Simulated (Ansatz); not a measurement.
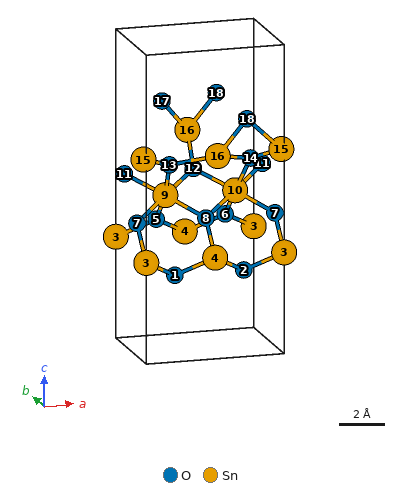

Figure 1. The structure as given in the input (ball-and-stick view of the cell of the calculation, with the vacuum cut short, seen slightly off an axis; atoms are numbered from 1 in the order of the input). An atom can appear more than once, as a periodic image.

## SnO$_{2}$: geometry relaxation (part 1 of 3)

- system: SnO$_{2}$ (slab, 18 atoms in the cell)
- method: DFT PBEsol, scalar-relativistic, plane waves, PAW, no spin polarisation (Ansatz 0.2.0)

The structure derives from an entry of the Crystallography Open Database. The input holds or restrains some coordinates. Forces given for the steps count only the free coordinates. It belongs to a series of runs on one base structure; here: upper atoms moved at random (sigma 0.25 Å), then relaxed. Figures and captions count atoms from 1; the log counts them from 0 in places.

Output:
```
Engine: ansatz 0.2.0, x86_64-unknown-linux-gnu
Pseudopotentials: kind: paw
Pseudopotential: O, paw, valence charge 6, recommended cutoff 420 eV (normal), O.paw.azcp
Pseudopotential: Sn, paw, valence charge 14, recommended cutoff 420 eV (normal), Sn.paw.azcp
Functional definition: PBEsol
  exchange = pbesol_x
  correlation = pbesol_c
Crystal: 18 atoms, lattice volume = 662.260 Å³
Basis set: ecut = 420 eV, 12895 PW (Γ), exchange–correlation on 90×64×300 points (8 copies of the dense FFT grid, shifted against one another)
Bands: 96, of which v1, the nominal top of the filled ones, is band 78 counted from 1 (77 counted from 0)
Symmetry: 1 space group operations
Space group: P1 (ITA 1), of the structure as read, at distance tolerance 8.7e-5 Å
k-points: 14 of 24 (time reversal used)
Non-local potential: O, projectors of the file, l = 0: 2, l = 1: 2, l = 2: 1
Non-local potential: Sn, projectors of the file, l = 0: 2, l = 1: 2, l = 2: 2, l = 3: 2
PAW form: soft (Blöchl's): semilocal exchange-correlation on the pseudo side does not see the compensation charge
PAW frozen core: O, regenerated for the run's functional, and the local potential with it (the file was generated under x = pbe(κ = 0.804, μ = 0.2195149727645171), c = pbe(β = 0.06672455060314922))
PAW frozen core: Sn, regenerated for the run's functional, and the local potential with it (the file was generated under x = pbe(κ = 0.804, μ = 0.2195149727645171), c = pbe(β = 0.06672455060314922))
PAW one-centre angular grid: O, 110 points (default); XC on 64 Gauss nodes
PAW one-centre angular grid: Sn, 590 points (default); XC on 64 Gauss nodes
Initial density: superposition of atomic densities (neutral atoms: chi_scale 0, normalization atom), corrected by the library's trained network
Initial wavefunctions: pseudopotential atomic-orbital guess
Functional: x = pbesol(κ = 0.804, μ = 0.12345679012345678), c = pbesol(β = 0.046)
SCF iter   1: F=—  HF=-42414.941279 eV  |F-HF|=—  |Δ(HF+E_count)|=         —  Δρ=9.99e-3  dr2=8.18e-1  ethr=1.77e-3  p=-0.279 e·Å  D=-7.63e-2 V/Å  ΔV_dip=1.65 eV  dr2_dipole=1.47e-1  V_vac-E_F(+/−)=8.01/6.36 eV  ⟨swp⟩=8.0  Hψ=6620  notcnv=0  defer=31
efield: sawtooth ramp at fractional position 0.9952 (placed from the atoms, in the widest stretch of the axis that holds none; the zero of the levels goes with the place), width 0.0400; the density the first Hamiltonian is built on has a dipole p = -0.279 e·Å; the dipole correction subtracts the counter field D = -7.63e-2 V/Å, which shifts the + side's vacuum level by +1.65 eV against the − side's; the planar-averaged density in the ramp window peaks in size at 1.0e-5 e/Å³
preconditioner: auto → LDOS  [metal: Δε(μ)=0.051 eV  Ē_g=17.675 eV  σ=0.050 eV  W_gap=0.45  n_scr=112 (ndim 8)  ℏωp=18.0 eV  f_vac=0.605  D(μ)=3.17/eV (n_scr^D=6)  β→1.0]
SCF iter   2: F=—  HF=-42415.097215 eV  |F-HF|=—  |Δ(HF+E_count)|=   1.56e-1  Δρ=1.57e-2  dr2=1.37e0  ethr=5.25e-4  p=-0.376 e·Å  D=-1.03e-1 V/Å  ΔV_dip=2.22 eV  dr2_dipole=2.26e-2  V_vac-E_F(+/−)=8.31/6.09 eV  ⟨swp⟩=3.0  Hψ=2877  notcnv=0  defer=179
SCF iter   3: F=—  HF=-42414.788783 eV  |F-HF|=—  |Δ(HF+E_count)|=   3.08e-1  Δρ=4.39e-3  dr2=1.01e-1  ethr=5.25e-4  p=-0.373 e·Å  D=-1.02e-1 V/Å  ΔV_dip=2.20 eV  dr2_dipole=1.64e-3  V_vac-E_F(+/−)=8.27/6.06 eV  ⟨swp⟩=2.0  Hψ=2106  notcnv=0  defer=179
SCF iter   4: F=—  HF=-42414.765270 eV  |F-HF|=—  |Δ(HF+E_count)|=   2.35e-2  Δρ=1.71e-3  dr2=1.70e-2  ethr=6.50e-5  p=-0.400 e·Å  D=-1.09e-1 V/Å  ΔV_dip=2.36 eV  dr2_dipole=2.09e-4  V_vac-E_F(+/−)=8.30/5.93 eV  ⟨swp⟩=2.9  Hψ=1927  notcnv=0  defer=179
SCF iter   5: F=—  HF=-42414.762845 eV  |F-HF|=—  |Δ(HF+E_count)|=   2.42e-3  Δρ=6.60e-4  dr2=3.69e-3  ethr=1.09e-5  p=-0.401 e·Å  D=-1.10e-1 V/Å  ΔV_dip=2.37 eV  dr2_dipole=4.04e-4  V_vac-E_F(+/−)=8.31/5.94 eV  ⟨swp⟩=2.9  Hψ=1983  notcnv=0  defer=179
SCF iter   6: F=—  HF=-42414.762687 eV  |F-HF|=—  |Δ(HF+E_count)|=   1.59e-4  Δρ=3.69e-4  dr2=1.15e-3  ethr=2.36e-6  p=-0.399 e·Å  D=-1.09e-1 V/Å  ΔV_dip=2.35 eV  dr2_dipole=2.76e-7  V_vac-E_F(+/−)=8.31/5.95 eV  ⟨swp⟩=2.0  Hψ=1457  notcnv=0  defer=179
SCF iter   7: F=—  HF=-42414.762739 eV  |F-HF|=—  |Δ(HF+E_count)|=   5.19e-5  Δρ=2.88e-4  dr2=6.81e-4  ethr=7.34e-7  p=-0.401 e·Å  D=-1.09e-1 V/Å  ΔV_dip=2.37 eV  dr2_dipole=8.27e-6  V_vac-E_F(+/−)=8.32/5.95 eV  ⟨swp⟩=2.0  Hψ=1479  notcnv=0  defer=179
SCF iter   8: F=—  HF=-42414.762749 eV  |F-HF|=—  |Δ(HF+E_count)|=   1.03e-5  Δρ=1.81e-4  dr2=2.81e-4  ethr=4.36e-7  p=-0.401 e·Å  D=-1.10e-1 V/Å  ΔV_dip=2.37 eV  dr2_dipole=3.67e-8  V_vac-E_F(+/−)=8.32/5.95 eV  ⟨swp⟩=2.0  Hψ=1337  notcnv=0  defer=179
SCF iter   9: F=—  HF=-42414.762850 eV  |F-HF|=—  |Δ(HF+E_count)|=   1.01e-4  Δρ=1.08e-4  dr2=1.28e-4  ethr=1.80e-7  p=-0.401 e·Å  D=-1.10e-1 V/Å  ΔV_dip=2.37 eV  dr2_dipole=1.78e-5  V_vac-E_F(+/−)=8.32/5.95 eV  ⟨swp⟩=2.1  Hψ=1514  notcnv=0  defer=179
SCF iter  10: F=—  HF=-42414.762853 eV  |F-HF|=—  |Δ(HF+E_count)|=   3.15e-6  Δρ=5.78e-5  dr2=2.85e-5  ethr=8.18e-8  p=-0.401 e·Å  D=-1.10e-1 V/Å  ΔV_dip=2.37 eV  dr2_dipole=4.95e-7  V_vac-E_F(+/−)=8.32/5.95 eV  ⟨swp⟩=1.9  Hψ=1242  notcnv=0  defer=179
iter 11 did not close the SCF: its close was put off until two iterations running show no level that it waits for move by more than its bar (scf_convergence_deferred on its scf_iter line)
SCF iter  11: F=-42414.762869 eV  HF=-42414.762860 eV  |F-HF|=8.47e-6  |Δ(HF+E_count)|=   7.66e-6  Δρ=2.62e-5  dr2=4.53e-6  ethr=6.41e-9  p=-0.401 e·Å  D=-1.10e-1 V/Å  ΔV_dip=2.37 eV  dr2_dipole=3.83e-9  V_vac-E_F(+/−)=8.32/5.95 eV  ⟨swp⟩=30.4  Hψ=16476  notcnv=0
iter 12 did not close the SCF: its close was put off until two iterations running show no level that it waits for move by more than its bar (scf_convergence_deferred on its scf_iter line)
SCF iter  12: F=-42414.762872 eV  HF=-42414.762868 eV  |F-HF|=3.91e-6  |Δ(HF+E_count)|=   7.21e-6  Δρ=1.16e-5  dr2=7.26e-7  ethr=2.90e-9  p=-0.401 e·Å  D=-1.10e-1 V/Å  ΔV_dip=2.37 eV  dr2_dipole=9.44e-10  V_vac-E_F(+/−)=8.32/5.95 eV  ⟨swp⟩=16.5  Hψ=13084  notcnv=0
SCF iter  13: F=-42414.762872 eV  HF=-42414.762870 eV  |F-HF|=1.85e-6  |Δ(HF+E_count)|=   2.46e-6  Δρ=3.98e-6  dr2=7.19e-8  ethr=4.66e-10  p=-0.401 e·Å  D=-1.10e-1 V/Å  ΔV_dip=2.37 eV  dr2_dipole=1.18e-10  V_vac-E_F(+/−)=8.32/5.95 eV  ⟨swp⟩=14.6  Hψ=12090  notcnv=0
SCF 1 converged in 13 iterations: F = -42414.762872 eV  dr2 = 7.19e-8
  greatest PAW one-centre occupation: 0.997 electrons in one spin orbital (limit 2), on the Sn atom at site 8 (counted from 0), in its partial waves of l = 2
relax step   1: F+E_penalty+E_count = -42414.76287191 eV  Δ(F+E_penalty+E_count) = +0.000e0 eV  max|allowed force component| = 1.912e1 eV/Å  Δτ_max = 0.0000 Å  (13 SCF iters, dr2 threshold 1.00e-5 eV, accepted)
Initial density: handed on by an earlier stage of this run
Initial wavefunctions: those handed on with the density
iter 1 solved again at ethr=6.79e-4 eV; its pass at ethr=3.10e-3 eV (dr2=1.06e0 eV) is discarded
SCF iter   1: F=—  HF=-42421.282504 eV  |F-HF|=—  |Δ(HF+E_count)|=         —  Δρ=1.49e-2  dr2=1.06e0  ethr=6.79e-4  p=-0.401 e·Å  D=-1.10e-1 V/Å  ΔV_dip=2.37 eV  dr2_dipole=7.79e-4  V_vac-E_F(+/−)=8.90/6.53 eV  ⟨swp⟩=1.4  Hψ=5549  notcnv=0  defer=163
efield: sawtooth ramp at fractional position 0.9952 (handed on by an earlier solve), width 0.0400; the density the first Hamiltonian is built on has a dipole p = -0.401 e·Å; the dipole correction subtracts the counter field D = -1.10e-1 V/Å, which shifts the + side's vacuum level by +2.37 eV against the − side's; the planar-averaged density in the ramp window peaks in size at 4.2e-6 e/Å³
preconditioner: auto → Resta (q_TF=auto, 2.144 Å⁻¹)  ε∞=2.0  [insulator: Δε(μ)=0.617 eV  Ē_g=17.833 eV  σ=0.050 eV  W_gap=1.00  n_scr=112 (ndim 8)  ℏωp=18.0 eV  f_vac=0.605  D(μ)=0.00/eV (n_scr^D=0)  ε∞_Penn≈2.0  vacuum switching on, ρ_ref=2.3e-2 e/Å³]
SCF iter   2: F=—  HF=-42421.072760 eV  |F-HF|=—  |Δ(HF+E_count)|=   2.10e-1  Δρ=9.26e-3  dr2=8.69e-1  ethr=6.79e-4  p=-0.415 e·Å  D=-1.14e-1 V/Å  ΔV_dip=2.45 eV  dr2_dipole=1.16e-1  V_vac-E_F(+/−)=8.41/5.95 eV  ⟨swp⟩=3.0  Hψ=2146  notcnv=0  defer=163
preconditioner: auto → LDOS  [metal: Δε(μ)=0.046 eV  Ē_g=17.850 eV  σ=0.050 eV  W_gap=0.42  n_scr=112 (ndim 8)  ℏωp=18.0 eV  f_vac=0.606  D(μ)=3.06/eV (n_scr^D=6)  β→1.0]
SCF iter   3: F=—  HF=-42420.965849 eV  |F-HF|=—  |Δ(HF+E_count)|=   1.07e-1  Δρ=3.45e-3  dr2=7.88e-2  ethr=5.57e-4  p=-0.365 e·Å  D=-9.96e-2 V/Å  ΔV_dip=2.15 eV  dr2_dipole=2.24e-3  V_vac-E_F(+/−)=8.31/6.15 eV  ⟨swp⟩=3.0  Hψ=1731  notcnv=0  defer=176
SCF iter   4: F=—  HF=-42420.957455 eV  |F-HF|=—  |Δ(HF+E_count)|=   8.39e-3  Δρ=1.59e-3  dr2=2.46e-2  ethr=5.05e-5  p=-0.313 e·Å  D=-8.55e-2 V/Å  ΔV_dip=1.85 eV  dr2_dipole=6.48e-6  V_vac-E_F(+/−)=8.17/6.32 eV  ⟨swp⟩=2.7  Hψ=2137  notcnv=0  defer=176
SCF iter   5: F=—  HF=-42420.954546 eV  |F-HF|=—  |Δ(HF+E_count)|=   2.91e-3  Δρ=7.95e-4  dr2=4.61e-3  ethr=1.57e-5  p=-0.321 e·Å  D=-8.76e-2 V/Å  ΔV_dip=1.89 eV  dr2_dipole=1.18e-4  V_vac-E_F(+/−)=8.17/6.28 eV  ⟨swp⟩=2.0  Hψ=1977  notcnv=0  defer=176
SCF iter   6: F=—  HF=-42420.953834 eV  |F-HF|=—  |Δ(HF+E_count)|=   7.12e-4  Δρ=2.76e-4  dr2=6.39e-4  ethr=2.96e-6  p=-0.321 e·Å  D=-8.77e-2 V/Å  ΔV_dip=1.90 eV  dr2_dipole=7.33e-5  V_vac-E_F(+/−)=8.17/6.27 eV  ⟨swp⟩=2.0  Hψ=1727  notcnv=0  defer=176
SCF iter   7: F=—  HF=-42420.953897 eV  |F-HF|=—  |Δ(HF+E_count)|=   6.36e-5  Δρ=1.99e-4  dr2=3.17e-4  ethr=4.10e-7  p=-0.318 e·Å  D=-8.70e-2 V/Å  ΔV_dip=1.88 eV  dr2_dipole=1.38e-5  V_vac-E_F(+/−)=8.16/6.28 eV  ⟨swp⟩=2.0  Hψ=1735  notcnv=0  defer=176
SCF iter   8: F=-42420.953903 eV  HF=-42420.953886 eV  |F-HF|=1.73e-5  |Δ(HF+E_count)|=   1.17e-5  Δρ=6.65e-5  dr2=3.01e-5  ethr=6.41e-8  p=-0.317 e·Å  D=-8.67e-2 V/Å  ΔV_dip=1.87 eV  dr2_dipole=3.12e-6  V_vac-E_F(+/−)=8.16/6.29 eV  ⟨swp⟩=29.5  Hψ=16690  notcnv=0
SCF 2 converged in 8 iterations: F = -42420.953903 eV  dr2 = 3.01e-5
[... from here on the iterations of each SCF are left out, up to the last one ...]
relax step   2: F+E_penalty+E_count = -42420.95390307 eV  Δ(F+E_penalty+E_count) = -6.191e0 eV  max|allowed force component| = 5.496e0 eV/Å  Δτ_max = 0.1968 Å  (8 SCF iters, dr2 threshold 1.00e-4 eV, accepted)
efield: sawtooth ramp at fractional position 0.9952 (handed on by an earlier solve), width 0.0400; the density the first Hamiltonian is built on has a dipole p = -0.317 e·Å; the dipole correction subtracts the counter field D = -8.67e-2 V/Å, which shifts the + side's vacuum level by +1.87 eV against the − side's; the planar-averaged density in the ramp window peaks in size at 3.3e-6 e/Å³
preconditioner: auto → Resta (q_TF=auto, 2.144 Å⁻¹)  ε∞=2.0  [insulator: Δε(μ)=1.102 eV  Ē_g=17.900 eV  σ=0.050 eV  W_gap=1.00  n_scr=112 (ndim 8)  ℏωp=18.0 eV  f_vac=0.607  D(μ)=0.00/eV (n_scr^D=0)  ε∞_Penn≈2.0  vacuum switching on, ρ_ref=2.3e-2 e/Å³]
SCF 3 converged in 7 iterations: F = -42422.842095 eV  dr2 = 4.64e-5
relax step   3: F+E_penalty+E_count = -42422.84209476 eV  Δ(F+E_penalty+E_count) = -1.888e0 eV  max|allowed force component| = 2.496e0 eV/Å  Δτ_max = 0.1950 Å  (7 SCF iters, dr2 threshold 1.00e-4 eV, accepted)
efield: sawtooth ramp at fractional position 0.9952 (handed on by an earlier solve), width 0.0400; the density the first Hamiltonian is built on has a dipole p = -0.108 e·Å; the dipole correction subtracts the counter field D = -2.96e-2 V/Å, which shifts the + side's vacuum level by +0.64 eV against the − side's; the planar-averaged density in the ramp window peaks in size at 3.8e-6 e/Å³
preconditioner: auto → Resta (q_TF=auto, 2.144 Å⁻¹)  ε∞=2.0  [insulator: Δε(μ)=1.338 eV  Ē_g=17.958 eV  σ=0.050 eV  W_gap=1.00  n_scr=112 (ndim 8)  ℏωp=18.0 eV  f_vac=0.612  D(μ)=0.00/eV (n_scr^D=0)  ε∞_Penn≈2.0  vacuum switching on, ρ_ref=2.3e-2 e/Å³]
SCF 4 converged in 7 iterations: F = -42423.514965 eV  dr2 = 2.84e-5
relax step   4: F+E_penalty+E_count = -42423.51496464 eV  Δ(F+E_penalty+E_count) = -6.729e-1 eV  max|allowed force component| = 8.952e-1 eV/Å  Δτ_max = 0.1946 Å  (7 SCF iters, dr2 threshold 1.00e-4 eV, accepted)
efield: sawtooth ramp at fractional position 0.9952 (handed on by an earlier solve), width 0.0400; the density the first Hamiltonian is built on has a dipole p = -0.082 e·Å; the dipole correction subtracts the counter field D = -2.23e-2 V/Å, which shifts the + side's vacuum level by +0.48 eV against the − side's; the planar-averaged density in the ramp window peaks in size at 4.2e-6 e/Å³
preconditioner: auto → Resta (q_TF=auto, 2.144 Å⁻¹)  ε∞=2.0  [insulator: Δε(μ)=1.376 eV  Ē_g=18.005 eV  σ=0.050 eV  W_gap=1.00  n_scr=112 (ndim 8)  ℏωp=18.0 eV  f_vac=0.615  D(μ)=0.00/eV (n_scr^D=0)  ε∞_Penn≈2.0  vacuum switching on, ρ_ref=2.4e-2 e/Å³]
SCF 5 converged in 7 iterations: F = -42423.707620 eV  dr2 = 2.92e-5
relax step   5: F+E_penalty+E_count = -42423.70761968 eV  Δ(F+E_penalty+E_count) = -1.927e-1 eV  max|allowed force component| = 3.584e-1 eV/Å  Δτ_max = 0.1962 Å  (7 SCF iters, dr2 threshold 1.00e-4 eV, accepted)
efield: sawtooth ramp at fractional position 0.9952 (handed on by an earlier solve), width 0.0400; the density the first Hamiltonian is built on has a dipole p = -0.079 e·Å; the dipole correction subtracts the counter field D = -2.16e-2 V/Å, which shifts the + side's vacuum level by +0.47 eV against the − side's; the planar-averaged density in the ramp window peaks in size at 3.3e-6 e/Å³
preconditioner: auto → Resta (q_TF=auto, 2.144 Å⁻¹)  ε∞=2.0  [insulator: Δε(μ)=1.401 eV  Ē_g=18.009 eV  σ=0.050 eV  W_gap=1.00  n_scr=112 (ndim 8)  ℏωp=18.0 eV  f_vac=0.614  D(μ)=0.00/eV (n_scr^D=0)  ε∞_Penn≈2.0  vacuum switching on, ρ_ref=2.4e-2 e/Å³]
SCF 6 converged in 7 iterations: F = -42423.768315 eV  dr2 = 5.77e-6
relax step   6: F+E_penalty+E_count = -42423.76831520 eV  Δ(F+E_penalty+E_count) = -6.070e-2 eV  max|allowed force component| = 1.280e-1 eV/Å  Δτ_max = 0.2000 Å  (7 SCF iters, dr2 threshold 1.65e-5 eV, accepted)
efield: sawtooth ramp at fractional position 0.9952 (handed on by an earlier solve), width 0.0400; the density the first Hamiltonian is built on has a dipole p = -0.038 e·Å; the dipole correction subtracts the counter field D = -1.04e-2 V/Å, which shifts the + side's vacuum level by +0.22 eV against the − side's; the planar-averaged density in the ramp window peaks in size at 3.1e-6 e/Å³
preconditioner: auto → Resta (q_TF=auto, 2.144 Å⁻¹)  ε∞=2.0  [insulator: Δε(μ)=1.383 eV  Ē_g=17.997 eV  σ=0.050 eV  W_gap=1.00  n_scr=112 (ndim 8)  ℏωp=18.0 eV  f_vac=0.614  D(μ)=0.00/eV (n_scr^D=0)  ε∞_Penn≈2.0  vacuum switching on, ρ_ref=2.3e-2 e/Å³]
SCF 7 converged in 6 iterations: F = -42423.769650 eV  dr2 = 1.84e-6
relax step   7: F+E_penalty+E_count = -42423.76964967 eV  Δ(F+E_penalty+E_count) = -1.334e-3 eV  max|allowed force component| = 5.475e-2 eV/Å  Δτ_max = 0.0099 Å  (6 SCF iters, dr2 threshold 2.09e-6 eV, accepted)
```
